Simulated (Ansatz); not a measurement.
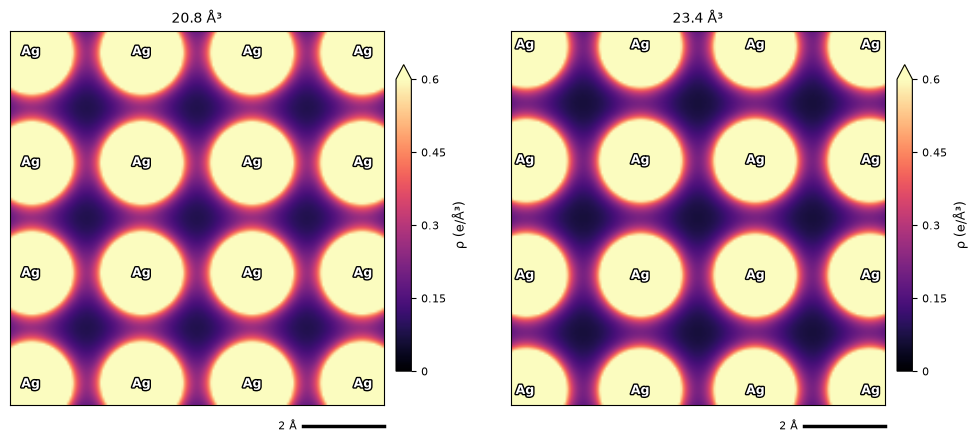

Ag. The valence charge density (pseudo) of cells scaled evenly to different volumes (given per atom above each panel), on the (100) plane of each (indices in the axes of the cell below), at one length scale and on one colour scale.

A generated structure, not necessarily the stable one; computed without spin polarisation.

Theory: Ansatz, DFT, revPBE, plane waves (420 eV) with PAW, scalar-relativistic.

The density is the valence pseudo-density of a PAW calculation; it isn't the true density close to the nuclei.

The largest cell:

```cif
data_structure
_symmetry_space_group_name_H-M 'P 1'
_symmetry_Int_Tables_number 1
_cell_length_a 2.8584
_cell_length_b 2.8584
_cell_length_c 2.8584
_cell_angle_alpha 90.000
_cell_angle_beta 90.000
_cell_angle_gamma 90.000
_cell_volume 23.35
loop_
_atom_site_label
_atom_site_type_symbol
_atom_site_fract_x
_atom_site_fract_y
_atom_site_fract_z
_atom_site_occupancy
Ag1 Ag 0.00000 0.00000 0.00000 1
```

| volume (Å³/atom) | Ag–Ag contact in the plane (Å) | ρ at its midpoint (e/Å³) | 
| --- | --- | --- |
| 20.76 | 2.748 | 0.260 | 
| 21.62 | 2.786 | ? | 
| 23.35 | 2.858 | 0.211 | 

> Estimate the missing row, and compare with the calculation.

Over the known rows ln ρ falls by 1.90 per Å of Ag–Ag distance (the line through the two), which gives 0.242 e/Å³ at 2.786 Å; the calculation gives 0.242 e/Å³.
